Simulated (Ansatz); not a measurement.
# From HfS₂ to ZrS₂

System: HfS₂ (P-3m1, 3 atoms in the cell).
Method of run 1: DFT PBEsol, scalar-relativistic, plane waves, PAW, no spin polarisation (Ansatz 0.2.0).
System of run 2: ZrS₂ (3 atoms in the cell).

On run 1: The structure was made by swapping elements on the sites of another compound; it need not be a known phase. On run 2: The structure derives from a Materials Project entry. Text and figures count atoms from 1; the logs count them from 0 in places.

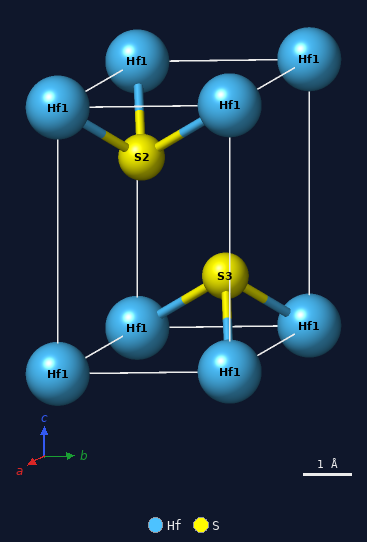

The input geometry (ball-and-stick view of the cell of the calculation, seen slightly off an axis; atoms are numbered from 1 in the order of the input). An atom can appear more than once, as a periodic image. Near neighbours in the periodic cell (some may lie outside the picture): Hf has 6 S at 2.55 Å; S has 3 Hf at 2.55 Å.

## Input file, run 1
```yaml
crystal:
  lattice:
    - [3.6273720879, 0.0, 0.0]
    - [-1.8136860439, 3.1413963771, 0.0]
    - [0.0, 0.0, 5.886760863]
  atoms:
    - { symbol: Hf, position: [0.0, 0.0, 0.0] }
    - { symbol: S, position: [0.6666666667, 0.3333333333, 0.7531560872] }
    - { symbol: S, position: [0.3333333333, 0.6666666667, 0.2468439128] }
basis:
  ecutwfc: 420
kpoints:
  mp_grid: { grid: [12, 12, 6] }
hamiltonian:
  xc: pbesol
scf:
  occupations: { method: gaussian, width: 0.02 }
output:
  forces: true
  stress: true
  eigenvalues: true
relax:
  adjacent_minimum: "off"
  f_tol: 0.01
  max_steps: 60
  cell: { stress_tol: 0.1 }
```

Launched with:
```bash
ansatz run input.yaml --threads 2 --pin off --max-ram 5120MiB --backend cpu --events-out ev --progress --plain --runs-dir out
```

Hardware: 2 threads of Arm Neoverse V1, 24 GiB of memory available, shared host.

## Output, shortened to warnings, some set-up lines, iterations and results (run 1)
```
Basis set: ecut = 420 eV, 1303 PW (Γ), exchange–correlation on 50×50×80 points (8 copies of the dense FFT grid, shifted against one another)
Symmetry: 12 space group operations
k-points: 100 of 864
Initial density: superposition of atomic densities (neutral atoms: chi_scale 0, normalization atom), corrected by the library's trained network
[...]
SCF iter   1: F=—  HF=-17372.571829 eV  |F-HF|=—  |Δ(HF+E_count)|=         —  Δρ=5.64e-3  dr2=4.35e-2  ethr=1.77e-3  ⟨swp⟩=6.0  Hψ=9737  notcnv=0
SCF iter   2: F=—  HF=-17372.563102 eV  |F-HF|=—  |Δ(HF+E_count)|=   8.73e-3  Δρ=1.71e-3  dr2=2.23e-3  ethr=1.15e-4  ⟨swp⟩=2.0  Hψ=3822  notcnv=0
SCF iter   3: F=—  HF=-17372.562970 eV  |F-HF|=—  |Δ(HF+E_count)|=   1.32e-4  Δρ=7.17e-4  dr2=3.41e-4  ethr=5.86e-6  ⟨swp⟩=2.0  Hψ=3694  notcnv=0
SCF iter   4: F=—  HF=-17372.563005 eV  |F-HF|=—  |Δ(HF+E_count)|=   3.55e-5  Δρ=3.68e-4  dr2=1.28e-4  ethr=8.97e-7  ⟨swp⟩=2.2  Hψ=3957  notcnv=0
SCF iter   5: F=—  HF=-17372.563039 eV  |F-HF|=—  |Δ(HF+E_count)|=   3.35e-5  Δρ=9.13e-5  dr2=7.38e-6  ethr=3.36e-7  ⟨swp⟩=2.9  Hψ=3841  notcnv=0
[... 32 lines ...]
SCF iter   4: F=—  HF=-17372.574496 eV  |F-HF|=—  |Δ(HF+E_count)|=   3.92e-9  Δρ=1.73e-6  dr2=9.98e-10  ethr=8.54e-12  ⟨swp⟩=2.5  Hψ=4054  notcnv=0
SCF iter   5: F=—  HF=-17372.574496 eV  |F-HF|=—  |Δ(HF+E_count)|=   1.10e-9  Δρ=4.47e-7  dr2=1.28e-10  ethr=2.63e-12  ⟨swp⟩=2.1  Hψ=3613  notcnv=0
SCF iter   6: F=-17372.574496 eV  HF=-17372.574496 eV  |F-HF|=3.64e-12  |Δ(HF+E_count)|=  2.33e-10  Δρ=1.08e-7  dr2=1.11e-11  ethr=1.00e-12  ⟨swp⟩=4.2  Hψ=8096  notcnv=0
SCF 5 converged in 6 iterations: F = -17372.574496 eV  dr2 = 1.11e-11
relax step   5: F+E_penalty+E_count = -17372.57449581 eV  Δ(F+E_penalty+E_count) = +9.942e-5 eV  max|allowed force component| = 7.852e-3 eV/Å  Δτ_max = 0.0000 Å  P = +0.015 …
basis re-selected at this cell: Δ(F+E_penalty+E_count) = +9.942e-5 eV, ΔP = +0.000 GPa vs the last step (what re-selecting the basis moved, of the pressure what is left beyond the Pulay correction that the steps carried, after the strain that the cell walked since its last selection, with what the …
SCF converged after 6 iterations
Free energy (F): -17372.574496 eV
Harris-Foulkes:  -17372.574496 eV  (|F-HF|=3.64e-12)
Internal energy: -17372.574496 eV  (E = F + TS)
E sigma→0 (E₀):  -17372.574496 eV
Fermi energy:    9.532149 eV
--- Per-component energies (eV) ---
  E_band       = -206.061309
  E_kinetic    = 635.019864
  E_local      = -8261.917787  (includes V_loc(G=0)·N_el)
  E_nonlocal   = -1180.775359
  E_hartree    = 3815.280087
  E_xc         = -489.760990
  E_vxc        = -440.441640  (∫ρ·V_xc dr)
  E_paw        = -7974.937228  (= ΣΔE_a)
  E_vpaw       = 1411.493206  (= ΣTr[D̂ρ^β])
  E_aug_tail   = 0.000002  (compensation charges beyond the density's cutoff)
  E_ewald      = -3916.858075
  E_core_change = 1.374990  (= ΣΔE_core)
  E_smearing   = -0.000000  (= −TS)
  E_closure    = 0.000000  (closes the sum)
  Σ components = -17372.574496   (vs F -17372.574496, Δ=0.00e0)
--- Forces (eV/Å), atoms counted from 1 ---
  atom   1  Hf     0.00000000     0.00000000     0.00000000
  atom   2  S     -0.00000000    -0.00000000    -0.00785184
  atom   3  S      0.00000000     0.00000000     0.00785184
  max |Σ_I F_I| component: 9.25e-18 eV/Å
--- Stress (GPa, compression-positive) ---
       -0.022981      -0.000000      -0.000000
       -0.000000      -0.022981      -0.000000
       -0.000000      -0.000000       0.091371
  P = ⅓ Tr σ = 0.0151 GPa (0.151 kbar)
--- Relaxed structure (4 steps of the walk, 4 accepted, 1 SCFs on fresh bases) ---
  F+E_penalty+E_count = -17372.57449581 eV   max|allowed force component| = 7.852e-3 eV/Å   (the final SCF, on the basis selected at the relaxed cell)
  cell:  # Å, volume = 66.3500 Å³
    - [3.5937429762199224, -2.8599899234213105e-11, 1.0409169342961437e-19]
    - [-1.796871488085193, 3.1122727120926488, -2.0818338686208933e-19]
    - [1.6892750238675857e-19, -2.9259101694031994e-19, 5.932207227172891]
  atoms:
    - { symbol: Hf, position: [-2.2395376299442826e-34, -6.961022090956168e-35, 4.3485406388839424e-34] }
[...]
```

The input of run 2 differs as follows (lines with − go, lines with + come):
```diff
-    - [3.6273720879, 0.0, 0.0]
-    - [-1.8136860439, 3.1413963771, 0.0]
-    - [0.0, 0.0, 5.886760863]
+    - [3.6913825498, 0.0, 0.0]
+    - [-1.8456912749, 3.1968310632, 0.0]
+    - [0.0, 0.0, 6.04107701]
-    - { symbol: Hf, position: [0.0, 0.0, 0.0] }
-    - { symbol: S, position: [0.6666666667, 0.3333333333, 0.7531560872] }
-    - { symbol: S, position: [0.3333333333, 0.6666666667, 0.2468439128] }
+    - { symbol: Zr, position: [0.0, 0.0, 0.0] }
+    - { symbol: S, position: [0.66666667, 0.33333333, 0.76209003] }
+    - { symbol: S, position: [0.33333333, 0.66666667, 0.23790997] }
-  f_tol: 0.01
-  max_steps: 60
-  cell: { stress_tol: 0.1 }
+  f_tol: 0.005
+  max_steps: 80
+  cell: { stress_tol: 0.05 }
```

What does this change do to the results?

The total energies belong to different systems, so their difference says nothing on which is more stable or more accurate. The gap on the mesh goes from 0.92 to 0.77 eV. The volume per atom goes from 22.12 to 22.36 Å³. The SCF takes 39 iterations over all geometry steps against 32.

## Output, shortened to warnings, some set-up lines, iterations and results (run 2)
```
Basis set: ecut = 420 eV, 1389 PW (Γ), exchange–correlation on 50×50×90 points (8 copies of the dense FFT grid, shifted against one another)
Symmetry: 12 space group operations
k-points: 100 of 864
Initial density: superposition of atomic densities (neutral atoms: chi_scale 0, normalization atom), corrected by the library's trained network
[...]
SCF iter   1: F=—  HF=-5903.139547 eV  |F-HF|=—  |Δ(HF+E_count)|=         —  Δρ=5.25e-3  dr2=4.41e-2  ethr=1.77e-3  ⟨swp⟩=6.1  Hψ=8979  notcnv=0
SCF iter   2: F=—  HF=-5903.131082 eV  |F-HF|=—  |Δ(HF+E_count)|=   8.46e-3  Δρ=1.62e-3  dr2=1.80e-3  ethr=1.84e-4  ⟨swp⟩=2.0  Hψ=2771  notcnv=0
SCF iter   3: F=—  HF=-5903.130998 eV  |F-HF|=—  |Δ(HF+E_count)|=   8.41e-5  Δρ=8.41e-4  dr2=5.10e-4  ethr=7.49e-6  ⟨swp⟩=2.1  Hψ=2299  notcnv=0
SCF iter   4: F=—  HF=-5903.131046 eV  |F-HF|=—  |Δ(HF+E_count)|=   4.78e-5  Δρ=1.29e-4  dr2=1.11e-5  ethr=2.13e-6  ⟨swp⟩=2.8  Hψ=2974  notcnv=0
SCF iter   5: F=—  HF=-5903.131057 eV  |F-HF|=—  |Δ(HF+E_count)|=   1.12e-5  Δρ=3.02e-5  dr2=9.67e-7  ethr=4.64e-8  ⟨swp⟩=2.1  Hψ=2221  notcnv=0
[... 43 lines ...]
SCF iter   3: F=—  HF=-5903.155641 eV  |F-HF|=—  |Δ(HF+E_count)|=   8.24e-8  Δρ=7.70e-7  dr2=2.78e-10  ethr=1.32e-10  ⟨swp⟩=2.8  Hψ=2711  notcnv=0
SCF iter   4: F=—  HF=-5903.155641 eV  |F-HF|=—  |Δ(HF+E_count)|=  2.46e-10  Δρ=2.25e-7  dr2=6.45e-11  ethr=1.00e-12  ⟨swp⟩=6.1  Hψ=7555  notcnv=0
SCF iter   5: F=-5903.155641 eV  HF=-5903.155641 eV  |F-HF|=6.37e-12  |Δ(HF+E_count)|=  7.09e-11  Δρ=7.05e-8  dr2=7.50e-12  ethr=1.00e-12  ⟨swp⟩=5.8  Hψ=6524  notcnv=0
SCF 7 converged in 5 iterations: F = -5903.155641 eV  dr2 = 7.50e-12
relax step   7: F+E_penalty+E_count = -5903.15564108 eV  Δ(F+E_penalty+E_count) = +3.117e-4 eV  max|allowed force component| = 6.752e-5 eV/Å  Δτ_max = 0.0000 Å  P = -0.000 …
basis re-selected at this cell: Δ(F+E_penalty+E_count) = +3.117e-4 eV, ΔP = -0.003 GPa vs the last step (what re-selecting the basis moved, of the pressure what is left beyond the Pulay correction that the steps carried, after the strain that the cell walked since its last selection, with what the …
SCF converged after 5 iterations
Free energy (F): -5903.155641 eV
Harris-Foulkes:  -5903.155641 eV  (|F-HF|=6.37e-12)
Internal energy: -5903.155641 eV  (E = F + TS)
E sigma→0 (E₀):  -5903.155641 eV
Fermi energy:    7.581578 eV
--- Per-component energies (eV) ---
  E_band       = -162.138187
  E_kinetic    = 546.894178
  E_local      = -1300.126010  (includes V_loc(G=0)·N_el)
  E_nonlocal   = 136.709471
  E_hartree    = 455.578841
  E_xc         = -353.605928
  E_vxc        = -366.178292  (∫ρ·V_xc dr)
  E_paw        = -4067.743647  (= ΣΔE_a)
  E_vpaw       = -90.595301  (= ΣTr[D̂ρ^β])
  E_aug_tail   = 0.000025  (compensation charges beyond the density's cutoff)
  E_ewald      = -1321.152190
  E_core_change = 0.289619  (= ΣΔE_core)
  E_smearing   = -0.000000  (= −TS)
  E_closure    = 0.000000  (closes the sum)
  Σ components = -5903.155641   (vs F -5903.155641, Δ=0.00e0)
--- Forces (eV/Å), atoms counted from 1 ---
  atom   1  Zr     0.00000000     0.00000000     0.00000000
  atom   2  S      0.00000000    -0.00000000    -0.00006752
  atom   3  S     -0.00000000     0.00000000     0.00006752
  max |Σ_I F_I| component: 3.70e-17 eV/Å
--- Stress (GPa, compression-positive) ---
       -0.001206       0.000000       0.000000
        0.000000      -0.001206      -0.000000
        0.000000      -0.000000       0.002311
  P = ⅓ Tr σ = -0.0000 GPa (-0.000 kbar)
--- Relaxed structure (6 steps of the walk, 6 accepted, 1 SCFs on fresh bases) ---
  F+E_penalty+E_count = -5903.15564108 eV   max|allowed force component| = 6.752e-5 eV/Å   (the final SCF, on the basis selected at the relaxed cell)
  cell:  # Å, volume = 67.0797 Å³
    - [3.627372087893428, 0.0, 0.0]
    - [-1.813686043946714, 3.141396377094308, 7.919258674359315e-33]
    - [0.0, 1.4965085914151113e-32, 5.8867608630376385]
  atoms:
[...]
```

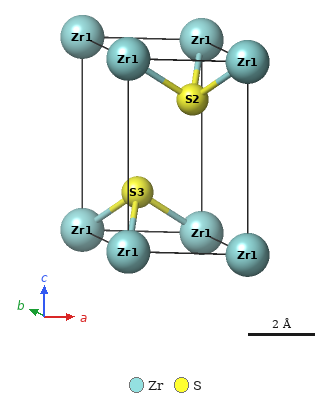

The input structure of run 2 (ball-and-stick view of the cell of the calculation, seen slightly off an axis; atoms are numbered from 1 in the order of the input). An atom can appear more than once, as a periodic image.

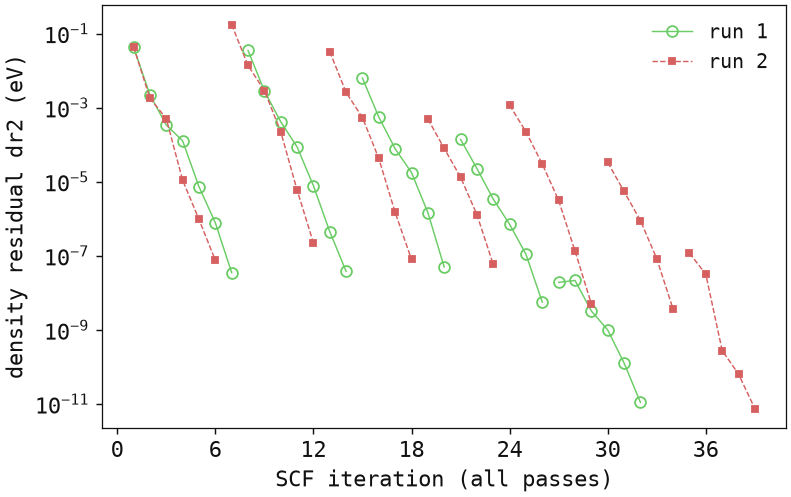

Convergence of the two runs: density residual dr2 against the SCF iteration. A break in a curve parts two SCF passes. Run 1 takes 32 iterations in all, and run 2 takes 39.

## The two runs side by side

| quantity | run 1 | run 2 |
| --- | --- | --- |
| outcome | converged | converged |
| free energy per atom (eV) | −5790.8582 | −1967.7185 |
| gap on the mesh (eV) | 0.92 | 0.77 |
| pressure (GPa) | 0.02 | 0.00 |
| volume per atom (Å³) | 22.12 | 22.36 |
| largest force (eV/Å) | 0.008 | 0.000 |
| SCF iterations | 32 | 39 |
| irreducible k-points | 100 | 100 |
| wall time (shared host) | 23 s | 27 s |

For run 1: Spin–orbit coupling is left out, which matters for Hf.
